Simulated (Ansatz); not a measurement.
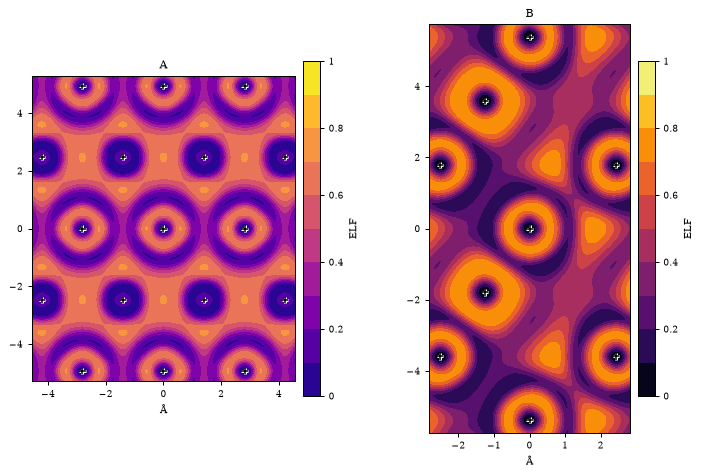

The ELF of 2 systems, each on a plane through atoms (crosses mark nuclei in the plane).

Method: DFT r2SCAN, scalar-relativistic, plane waves, PAW in Ansatz.

System 1: TiAl, the (011) plane of the conventional cell. Space group P4/mmm; computed without spin polarisation.

```yaml
crystal:
  lattice:
    - [2.81056, 0.00000, 0.00000]
    - [0.00000, 2.81056, 0.00000]
    - [0.00000, 0.00000, 4.06500]
  atoms:
    - { symbol: Ti, position: [0.00000, 0.00000, 0.00000] }
    - { symbol: Al, position: [0.50000, 0.50000, 0.50000] }
```

System 2: Ta₂C, the (110) plane of the conventional cell. Space group P-3m1.

```
Ta C
1.0
     3.11016    0.00000    0.00000
    -1.55508    2.69348    0.00000
     0.00000    0.00000    4.94230
Ta C
2 1
Direct
  0.33333 0.66667 0.25356
  0.66667 0.33333 0.74644
  0.00000 0.00000 0.00000
```

**Match each panel to its system.**

Panel A is system 1, TiAl: the plane holds Ti and Al. Ti–Ti (2.81 Å): the ELF is about 0.30 at the midpoint. Panel B is system 2, Ta₂C: the plane holds Ta and C. Ta–C (2.19 Å): the ELF peaks at about 0.75 in the valence shell of C, 0.7 Å from its nucleus, and is about 0.25 at the midpoint.
